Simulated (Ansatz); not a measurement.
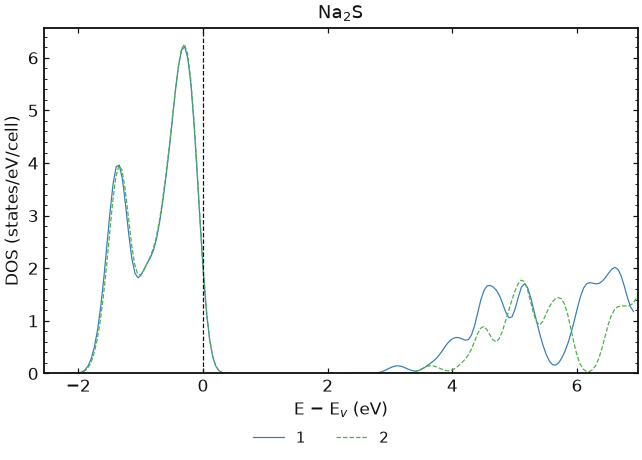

Total densities of states of Na₂S, space group I4/mmm, 3 atoms in the cell, antifluorite type, uniaxial (x) strain −2.0%, by two methods on the same cell. The curves are built from the levels of the k mesh with Gaussians 0.3 eV wide, which also blur the band edges. Each is counted from its own valence-band top.

> Which curve is which? The methods: r2SCAN, PBE.

1 is PBE; 2 is r2SCAN. PBE gives a gap of 2.58 eV and r2SCAN gives a gap of 3.13 eV.

Settings. PBE: DFT, PBE, plane waves, PAW, no spin polarisation, 8×8×8 k mesh, 420 eV cutoff, Fermi-Dirac smearing of 0.02 eV (Ansatz 0.2.0). r2SCAN: DFT, r2SCAN, plane waves, PAW, no spin polarisation, 8×8×8 k mesh, 500 eV cutoff (Ansatz).
